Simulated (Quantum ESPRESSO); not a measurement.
Run report: B$_{6}$As, fields calculation (part 2 of 2)

B$_{6}$As (P6/mmm, 7 atoms in the cell); Kohn-Sham DFT of a periodic cell, LDA, PseudoDojo 0.4 SR PBE stringent, no spin polarisation (Quantum ESPRESSO 7.5); cutoff 1414.99 eV, 7×7×7 k-mesh, fermi-dirac of 0.05 eV. The structure was made by swapping elements on the sites of another compound; it need not be a known phase.

Geometry of the input (Å; fractional positions):
```
4.2621  0.0000  0.0000
-2.1310  3.6911  0.0000
0.0000  0.0000  3.6115
B  -0.0000  0.3336  0.5000
B  0.6664  0.6664  0.5000
B  0.3336  0.0000  0.5000
B  0.0000  0.6664  0.5000
B  0.3336  0.3336  0.5000
B  0.6664  0.0000  0.5000
As 0.0000  0.0000  0.0000
```

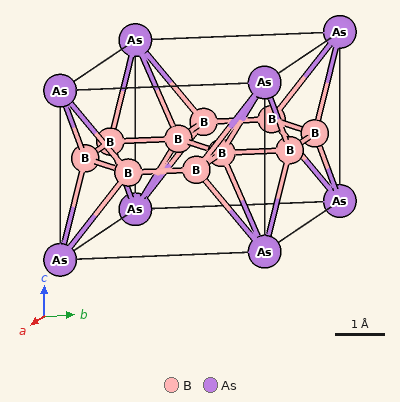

Figure 1. The input geometry (ball-and-stick view of the cell of the calculation, seen slightly off an axis). An atom can appear more than once, as a periodic image.

Log, continued
```
  -175.0162-118.3136-118.2631-118.2631 -25.3143 -25.2907 -25.2905 -25.2267
   -25.2261  -4.0694  -0.6530   0.4305   2.2815   2.7465   5.2236   7.6659
     8.1150   8.4250   9.4446   9.9146  10.2359  10.7399  13.1715  15.6637
    16.6018  18.9308  19.3833  20.9977  21.3311

          k = 0.0000 0.4949 0.5058 (  6872 PWs)   bands (ev):

  -175.0162-118.3136-118.2631-118.2631 -25.3111 -25.2916 -25.2914 -25.2266
   -25.2261  -3.0595  -1.4370  -0.2329   2.3896   3.2974   4.2121   6.5160
     8.2467   8.4313   9.5027   9.9837  10.3204  10.5786  15.2891  16.5890
    17.0915  18.6788  19.1696  20.9841  22.1309

          k = 0.1429 0.2474 0.0000 (  6845 PWs)   bands (ev):

  -175.0162-118.3136-118.2631-118.2631 -25.3202 -25.2890 -25.2889 -25.2267
   -25.2265  -5.2981   0.0716   1.6196   3.8715   4.0886   4.2647   6.2446
     6.8287   7.6442  10.2755  11.2715  11.5062  12.2921  12.9821  13.6566
    15.4307  16.0071  18.9035  19.0030  19.8035

          k = 0.1429 0.2474 0.1686 (  6849 PWs)   bands (ev):

  -175.0162-118.3136-118.2631-118.2631 -25.3184 -25.2895 -25.2894 -25.2267
   -25.2265  -5.0930   0.1580   1.7442   2.3104   3.9731   4.5806   6.7020
     7.6849   7.8232   9.3369   9.8444  11.7213  12.4338  14.1673  14.3312
    14.8186  16.2268  17.8011  20.2889  20.9543

          k = 0.1429 0.2474 0.3372 (  6857 PWs)   bands (ev):

  -175.0162-118.3136-118.2631-118.2631 -25.3144 -25.2906 -25.2905 -25.2267
   -25.2264  -4.4832  -0.2527   0.9284   2.0587   4.2661   4.8115   6.5130
     7.2623   7.7722   8.0395  10.8650  11.8286  12.4967  13.2160  14.1015
    15.7899  18.0405  18.4707  21.0754  21.7535

          k = 0.1429 0.2474 0.5058 (  6870 PWs)   bands (ev):

  -175.0162-118.3136-118.2631-118.2631 -25.3112 -25.2914 -25.2913 -25.2266
   -25.2264  -3.5258  -1.8319   1.1059   2.3565   4.6761   5.0745   5.5899
     6.7234   7.2172   7.8801  11.4495  11.8868  12.4543  12.5445  14.3227
    17.0760  19.8599  19.9760  20.3911  21.5080

          k = 0.1429 0.4124 0.0000 (  6857 PWs)   bands (ev):

  -175.0162-118.3135-118.2631-118.2631 -25.3201 -25.2891 -25.2889 -25.2267
   -25.2263  -4.9853  -0.7509   0.8544   3.7160   4.6170   5.5917   6.5325
     7.9796   8.9454   9.0770   9.8000  10.5000  11.1326  12.5412  13.3919
    15.4006  17.8708  19.0608  20.4543  21.1248

          k = 0.1429 0.4124 0.1686 (  6868 PWs)   bands (ev):

  -175.0162-118.3136-118.2631-118.2631 -25.3183 -25.2896 -25.2894 -25.2267
   -25.2263  -4.7769  -0.6238   0.9702   2.6371   3.8822   5.8274   7.3322
     8.1128   8.8741   9.1162   9.2894   9.9480  11.2691  13.7621  14.1879
    15.0975  17.1520  19.9194  20.4194  21.4457

          k = 0.1429 0.4124 0.3372 (  6874 PWs)   bands (ev):

  -175.0162-118.3136-118.2631-118.2631 -25.3143 -25.2907 -25.2905 -25.2266
   -25.2262  -4.1549  -0.3712   0.4830   1.3287   4.1532   5.4645   6.4179
     7.4512   8.4157   9.1830  10.0549  11.2074  11.3667  13.4789  15.3067
    15.9717  18.0577  19.3981  20.5869  22.0854

          k = 0.1429 0.4124 0.5058 (  6876 PWs)   bands (ev):

  -175.0162-118.3136-118.2631-118.2631 -25.3111 -25.2915 -25.2914 -25.2266
   -25.2262  -3.1606  -1.5254   0.2040   1.6133   4.5284   4.6079   6.1025
     6.5315   8.5279   9.2442  10.1384  11.4098  11.5873  13.7587  16.0368
    17.2450  18.8272  19.8230  20.7575  21.9510

          k = 0.1429 0.5774 0.0000 (  6877 PWs)   bands (ev):

  -175.0162-118.3135-118.2631-118.2631 -25.3200 -25.2891 -25.2890 -25.2267
   -25.2262  -4.8145  -1.1218   0.6147   3.6077   4.9469   6.3589   7.1017
     8.0505   8.2996   9.2818   9.8987  10.0427  10.2635  12.3653  13.2628
    15.3094  18.8593  20.0264  20.5319  21.4208

          k = 0.1429 0.5774 0.1686 (  6873 PWs)   bands (ev):

  -175.0162-118.3136-118.2631-118.2631 -25.3183 -25.2896 -25.2894 -25.2266
   -25.2262  -4.6035  -0.9876   0.7290   2.8223   3.7920   6.5616   7.8960
     7.9208   8.7240   9.1087   9.3954  10.0151  10.0907  13.5428  14.1120
    15.0079  19.0840  19.4100  20.4565  21.7609

          k = 0.1429 0.5774 0.3372 (  6875 PWs)   bands (ev):

  -175.0162-118.3136-118.2631-118.2631 -25.3143 -25.2907 -25.2905 -25.2266
   -25.2262  -3.9721  -0.6355   0.4731   1.1459   4.0484   5.2082   7.1008
     7.8931   8.3609   9.5122  10.0308  10.1544  11.3032  13.6106  15.5502
    16.6254  18.3116  18.8340  21.4578  21.7858

          k = 0.1429 0.5774 0.5058 (  6863 PWs)   bands (ev):

  -175.0162-118.3136-118.2631-118.2631 -25.3111 -25.2916 -25.2914 -25.2265
   -25.2261  -2.9465  -1.3333  -0.2724   1.3944   4.2181   4.4369   5.9249
     8.0054   8.4172   9.5922  10.1145  10.1997  11.4847  15.2747  16.2717
    17.2613  18.5655  18.8415  21.2185  22.2545

          k = 0.2857 0.4949 0.0000 (  6881 PWs)   bands (ev):

  -175.0162-118.3135-118.2631-118.2631 -25.3200 -25.2891 -25.2890 -25.2265
   -25.2263  -4.7782  -0.8190  -0.1707   5.0134   5.1819   5.6342   6.4864
     7.6979   8.6904   9.3609   9.4726   9.9733  10.5782  12.4732  12.8879
    17.0957  18.1601  20.0884  20.3353  20.5229

          k = 0.2857 0.4949 0.1686 (  6871 PWs)   bands (ev):

  -175.0162-118.3136-118.2631-118.2631 -25.3183 -25.2896 -25.2895 -25.2265
   -25.2263  -4.5668  -0.6878  -0.0428   2.8873   5.2382   5.8047   7.2178
     8.1076   8.2533   8.8423   9.5971  10.0193  10.6549  13.7150  14.0707
    16.4803  17.0121  19.1752  21.1110  21.7244

          k = 0.2857 0.4949 0.3372 (  6879 PWs)   bands (ev):

  -175.0162-118.3136-118.2631-118.2631 -25.3143 -25.2907 -25.2906 -25.2264
   -25.2263  -3.9339  -0.3564   0.2893   0.6188   5.3116   5.3590   6.4873
     6.7899   8.0948   9.6738  10.0791  10.7260  11.7158  14.5537  15.3012
    16.1375  17.4679  18.2939  21.5467  21.8495

          k = 0.2857 0.4949 0.5058 (  6885 PWs)   bands (ev):

  -175.0162-118.3136-118.2631-118.2631 -25.3110 -25.2915 -25.2915 -25.2264
   -25.2262  -2.9042  -1.2983   0.0431   0.6240   4.5192   5.1078   6.1387
     6.4786   8.1971   9.7538  10.1270  10.7750  13.1389  13.8988  15.8366
    17.2152  18.6189  19.3379  20.4322  22.4700

     the Fermi energy is    10.8234 ev

!    total energy              =    -643.79658141 Ry
     estimated scf accuracy    <          6.3E-11 Ry
     smearing contrib. (-TS)   =      -0.00095781 Ry
     internal energy E=F+TS    =    -643.79562360 Ry

     The total energy is F=E-TS. E is the sum of the following terms:
     one-electron contribution =    -565.32728591 Ry
     hartree contribution      =     279.57704892 Ry
     xc contribution           =     -70.26436012 Ry
     ewald contribution        =    -287.78102649 Ry

     convergence has been achieved in  10 iterations

     Forces acting on atoms (cartesian axes, Ry/au):

     atom    1 type  1   force =    -0.00267765    0.00463783    0.00000000
     atom    2 type  1   force =    -0.00267765   -0.00463783    0.00000000
     atom    3 type  1   force =     0.00535530    0.00000000    0.00000000
     atom    4 type  1   force =     0.00267765   -0.00463783    0.00000000
     atom    5 type  1   force =     0.00267765    0.00463783   -0.00000000
     atom    6 type  1   force =    -0.00535530   -0.00000000    0.00000000
     atom    7 type  2   force =     0.00000000    0.00000000    0.00000000

     Total force =     0.013118     Total SCF correction =     0.000004

     Computing stress (Cartesian axis) and pressure

          total   stress  (Ry/bohr**3)                   (kbar)     P=     1122.00
   0.01113922   0.00000000   0.00000000         1638.64        0.00        0.00
   0.00000000   0.01113922  -0.00000000            0.00     1638.64       -0.00
   0.00000000   0.00000000   0.00060319            0.00        0.00       88.73

=------------------------------------------------------------------------------=
   JOB DONE.
=------------------------------------------------------------------------------=
```

File pp_density.out
```
This program is part of the open-source Quantum ESPRESSO suite
     for quantum simulation of materials; please cite
         "P. Giannozzi et al., J. Phys.:Condens. Matter 21 395502 (2009);
         "P. Giannozzi et al., J. Phys.:Condens. Matter 29 465901 (2017);
         "P. Giannozzi et al., J. Chem. Phys. 152 154105 (2020);
          URL
     in publications or presentations arising from this work. More details at

     ./tmp/pwscf.save/

     IMPORTANT: XC functional enforced from input :
     Exchange-correlation= PZ
                           (   1   1   0   0   0   0   0)
     Any further DFT definition will be discarded
     Please, verify this is what you really want

     G-vector sticks info
     --------------------
     sticks:   dense  smooth     PW     G-vecs:    dense   smooth      PW
     Sum        1867    1867    511                54987    54987    8189

     Using Slab Decomposition

     Check: negative core charge=   -0.000007

     Calling punch_plot, plot_num =   0
     Writing data to file  density.dat
     Reading data from file  density.dat

     Writing data to be plotted to file density.cube
     Plot Type: 3D                     Output format: Gaussian cube

=------------------------------------------------------------------------------=
   JOB DONE.
=------------------------------------------------------------------------------=
```

File pp_potential.out
```
This program is part of the open-source Quantum ESPRESSO suite
     for quantum simulation of materials; please cite
         "P. Giannozzi et al., J. Phys.:Condens. Matter 21 395502 (2009);
         "P. Giannozzi et al., J. Phys.:Condens. Matter 29 465901 (2017);
         "P. Giannozzi et al., J. Chem. Phys. 152 154105 (2020);
          URL
     in publications or presentations arising from this work. More details at

     ./tmp/pwscf.save/

     IMPORTANT: XC functional enforced from input :
     Exchange-correlation= PZ
                           (   1   1   0   0   0   0   0)
     Any further DFT definition will be discarded
     Please, verify this is what you really want

     G-vector sticks info
     --------------------
     sticks:   dense  smooth     PW     G-vecs:    dense   smooth      PW
     Sum        1867    1867    511                54987    54987    8189

     Using Slab Decomposition

     Check: negative core charge=   -0.000007

     Calling punch_plot, plot_num =  11
     Writing data to file  potential.dat
     Reading data from file  potential.dat

     Writing data to be plotted to file potential.cube
     Plot Type: 3D                     Output format: Gaussian cube

=------------------------------------------------------------------------------=
   JOB DONE.
=------------------------------------------------------------------------------=
```

File pp_elf.out
```
This program is part of the open-source Quantum ESPRESSO suite
     for quantum simulation of materials; please cite
         "P. Giannozzi et al., J. Phys.:Condens. Matter 21 395502 (2009);
         "P. Giannozzi et al., J. Phys.:Condens. Matter 29 465901 (2017);
         "P. Giannozzi et al., J. Chem. Phys. 152 154105 (2020);
          URL
     in publications or presentations arising from this work. More details at

     ./tmp/pwscf.save/

     IMPORTANT: XC functional enforced from input :
     Exchange-correlation= PZ
                           (   1   1   0   0   0   0   0)
     Any further DFT definition will be discarded
     Please, verify this is what you really want

     G-vector sticks info
     --------------------
     sticks:   dense  smooth     PW     G-vecs:    dense   smooth      PW
     Sum        1867    1867    511                54987    54987    8189

     Using Slab Decomposition

     Check: negative core charge=   -0.000007

     Calling punch_plot, plot_num =   8
     Message from routine do_elf_kin:
     elf/kin + US not fully implemented
     Writing data to file  elf.dat
     Reading data from file  elf.dat

     Writing data to be plotted to file elf.cube
     Plot Type: 3D                     Output format: Gaussian cube

=------------------------------------------------------------------------------=
   JOB DONE.
=------------------------------------------------------------------------------=
```

File pp_potential_ks.out
```
This program is part of the open-source Quantum ESPRESSO suite
     for quantum simulation of materials; please cite
         "P. Giannozzi et al., J. Phys.:Condens. Matter 21 395502 (2009);
         "P. Giannozzi et al., J. Phys.:Condens. Matter 29 465901 (2017);
         "P. Giannozzi et al., J. Chem. Phys. 152 154105 (2020);
          URL
     in publications or presentations arising from this work. More details at

     ./tmp/pwscf.save/

     IMPORTANT: XC functional enforced from input :
     Exchange-correlation= PZ
                           (   1   1   0   0   0   0   0)
     Any further DFT definition will be discarded
     Please, verify this is what you really want

     G-vector sticks info
     --------------------
     sticks:   dense  smooth     PW     G-vecs:    dense   smooth      PW
     Sum        1867    1867    511                54987    54987    8189

     Using Slab Decomposition

     Check: negative core charge=   -0.000007

     Calling punch_plot, plot_num =   1
     Writing data to file  potential_ks.dat
     Reading data from file  potential_ks.dat

     Writing data to be plotted to file potential_ks.cube
     Plot Type: 3D                     Output format: Gaussian cube

=------------------------------------------------------------------------------=
   JOB DONE.
=------------------------------------------------------------------------------=
```

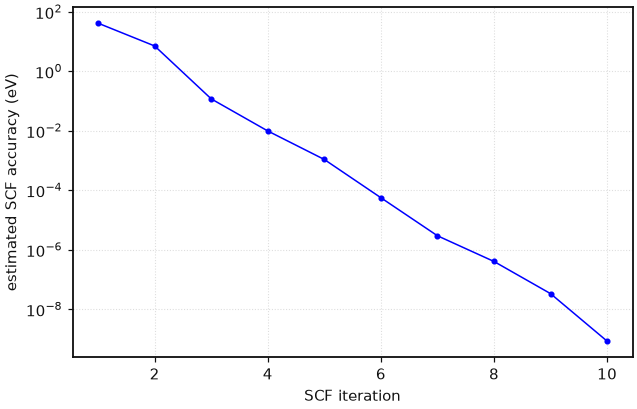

Figure 2. Convergence of the self-consistent field: estimated SCF accuracy against the iteration. The field takes 10 iterations in all.

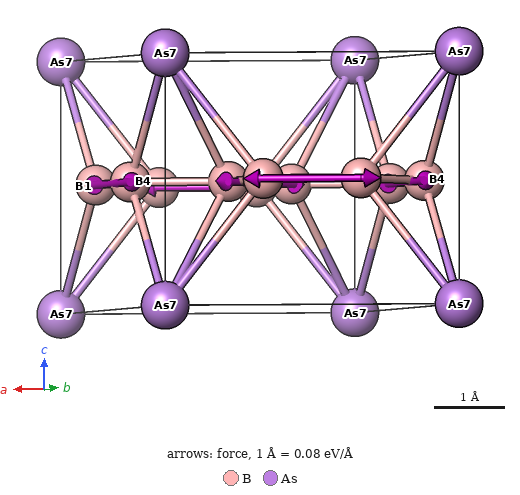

Figure 3. Forces on the atoms as pink arrows (ball-and-stick view of the cell of the calculation, seen at an oblique angle; atoms are numbered from 1 in the order of the input). The largest act on all 6 B atoms (0.14 eV/Å). The geometry is not a stationary point of this energy.

Results in brief

```json
{"quantity": "outcome", "value": "converged"}
{"quantity": "space group (tolerance 0.01 Å)", "value": "P6/mmm (191)"}
{"quantity": "electrons treated", "value": "41"}
{"quantity": "free energy", "value": "−8759.2987 eV"}
{"quantity": "Fermi energy", "value": "10.823 eV"}
{"quantity": "gap on the k-point mesh", "value": "none (metallic)"}
{"quantity": "pressure", "value": "112.20 GPa"}
{"quantity": "largest force (length of the vector)", "value": "0.138 eV/Å"}
{"quantity": "wall time", "value": "66 s"}
{"quantity": "peak memory", "value": "0.18 GiB"}
```

Remarks

Further notes kept with the run: potentials made for another functional. Points of doubt noted for this run: potentials made for another functional.
